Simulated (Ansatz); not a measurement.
The calculation's input:

```
crystal:
  lattice:
    - [4.569324, 0.0, 0.0]
    - [-2.284662, 3.957151, 0.0]
    - [0.0, 0.0, 11.192512]
  atoms:
    - { symbol: Pb, position: [0.0, 0.0, 0.0] }
    - { symbol: Te, position: [0.66666667, 0.33333333, 0.16666667] }
    - { symbol: Pb, position: [0.33333333, 0.66666667, 0.33333333] }
    - { symbol: Te, position: [0.0, 0.0, 0.5] }
    - { symbol: Pb, position: [0.66666667, 0.33333333, 0.66666667] }
    - { symbol: Te, position: [0.33333333, 0.66666667, 0.83333333] }
basis:
  ecutwfc: 420
kpoints:
  mp_grid: { grid: [6, 6, 4] }
hamiltonian:
  xc: pbe
scf:
  occupations: { method: gaussian, width: 0.02 }
output:
  forces: true
  stress: true
  eigenvalues: true
  write_density: true
  write_potential: true
  elf: true
  volumetric_format: npy
relax:
  adjacent_minimum: "off"
  f_tol: 0.005
  max_steps: 80
  cell: { stress_tol: 0.05 }
```

Launched as:

```sh
ansatz run input.yaml --threads 1 --pin off --max-ram 2560MiB --backend cpu --events-out ev --progress --plain --runs-dir out
```

The fields are those of the relaxed geometry.

Space group Fm-3m; a generated structure, not necessarily the stable one.

The calculation used DFT PBE, scalar-relativistic, plane waves, PAW (Ansatz 0.2.0).

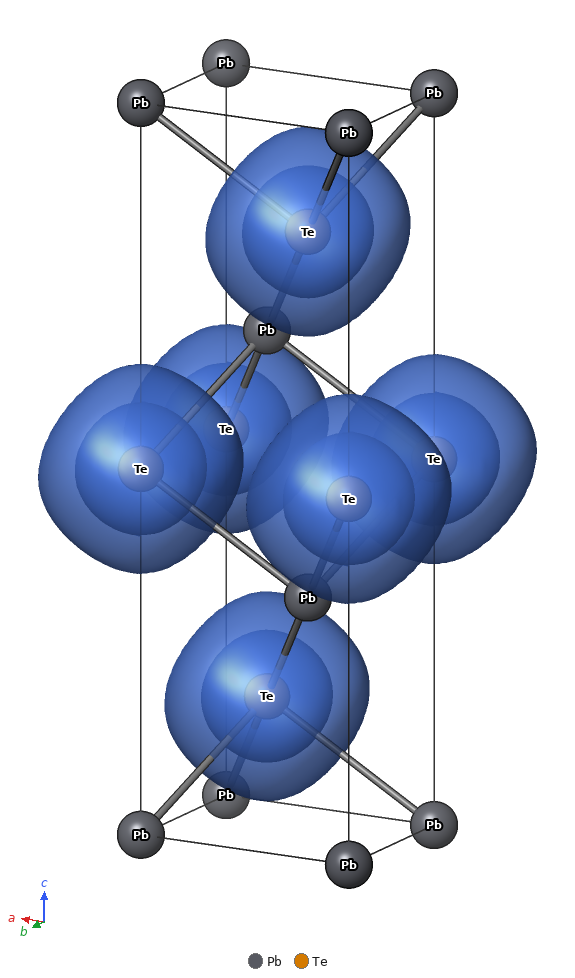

TePb. Isosurface of the ELF at 0.55 (blue), seen at an oblique angle. Only the valence region is drawn (cores and ρ < 0.01 e/Å³ removed). Sticks mark near contacts.

Core electrons are frozen (PAW), and the valence fields are smoothed inside the atomic spheres.

**Describe the localisation domains.**

At this value the surface marks out three regions wrapped around Te (the valence shell of each), counted in one cell of 6 atoms. Any copies at cell faces, edges or corners count once. Along the contacts the grid gives the following. Te–Pb (3.28 Å): the ELF peaks at about 0.65 in the valence shell of Te, 1.3 Å from its nucleus, and drops to about 0.25 between the two atoms.
